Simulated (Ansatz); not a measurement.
Input file:

```
crystal:
  lattice:
    - [-2.7255775078, 3.1343346437, 1.3335988285]
    - [3.1343346437, -2.7255775078, 1.3335988285]
    - [1.9074489438, 1.9074489438, -0.5849593854]
  atoms:
    - { symbol: Rh, position: [0.0101255877, 0.9898744123, 0.0] }
    - { symbol: Rh, position: [0.7398744123, 0.2601255877, 0.5] }
hamiltonian:
  xc: lda
  pseudopotentials:
    kind: paw
    azcp:
      Rh: "pseudopotentials/Rh.paw.azcp"
basis:
  ecutwfc: 420
  fft_grid_basis: typed
kpoints:
  mp_grid: { grid: [14, 14, 13], shift: [0, 0, 0] }
magnetization:
  spin_polarized: false
scf:
  occupations: { method: fermi_dirac, width: 0.1 }
  lower_state_search: "off"
output:
  stress: true
  write_density: true
  write_potential: true
  elf: true
  volumetric_format: npy
```

Below, planes, directions and counts refer to the conventional cell (a = 2.73 Å, b = 8.29 Å, c = 2.76 Å, α = 90.00°, β = 89.99°, γ = 90.00°).

Space group Cmcm; set up as Rh, beta-Sn type; a generated structure, not necessarily the stable one; changed on purpose from its base cell (volume × 1.12); computed pressure about −24 GPa in this cell; computed without spin polarisation.

Level of theory: DFT, LDA (PW92), plane waves (420 eV) with PAW, scalar-relativistic in Ansatz.

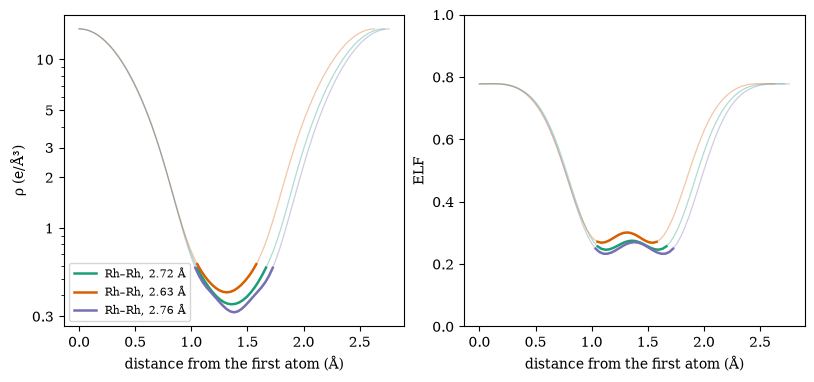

Rh. Valence pseudo-density and ELF along straight lines between neighbouring atoms. Thin, pale parts lie inside the atomic spheres.

Core electrons are frozen (PAW), and the valence fields are smoothed inside the atomic spheres.

Q: What can be read from the curves?

A: Rh–Rh (2.72 Å): ρ at the midpoint is about 0.35 e/Å³; the ELF is about 0.30 at the midpoint: no localised pair shows between them.
Rh–Rh (2.63 Å): ρ at the midpoint is about 0.42 e/Å³; the ELF is about 0.30 at the midpoint.
Rh–Rh (2.76 Å): ρ at the midpoint is about 0.32 e/Å³; the ELF is about 0.25 at the midpoint; no shared electron pair shows on this line.
